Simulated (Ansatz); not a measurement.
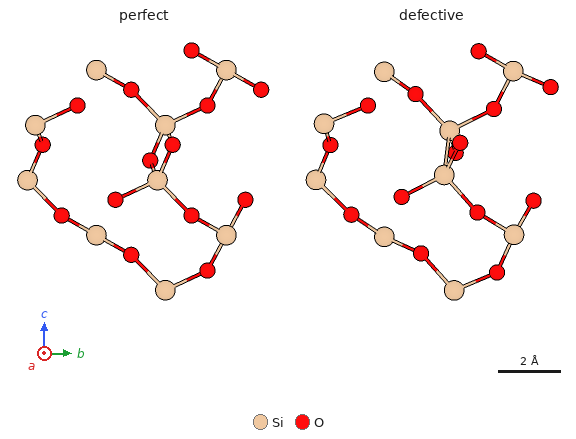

Left: perfect SiO2. Right: the same region with one point defect, after relaxing the atoms in a supercell of 54 sites. A ball-and-stick model of the atoms within 4.6 Å of one point, in a slice 5.0 Å thick across the line of sight, seen along the a axis.

These are results of Ansatz 0.2.0, DFT, PBE, plane-wave PAW, default files, scalar-relativistic, frozen cores, not measurements. (plane-wave cutoff 420 eV; k-point mesh 3 × 3 × 2; occupations fermi dirac; smearing width 0.01 eV; no spin polarisation) The axes drawn are those of the host's conventional cell.

> What kind of defect was made?

An oxygen atom is taken out (a vacancy).

The charge state of the cell is 0.

> What does the relaxation do around it?

Around the empty O site the host had 2 Si at 1.61 Å; after relaxation the nearest atoms are 2 Si at 1.25 to 1.36 Å. Of the host's atoms, an oxygen atom moves furthest from its site, by 0.45 Å. Relaxing the atoms from the host's sites lowers the energy by 1.34 eV.
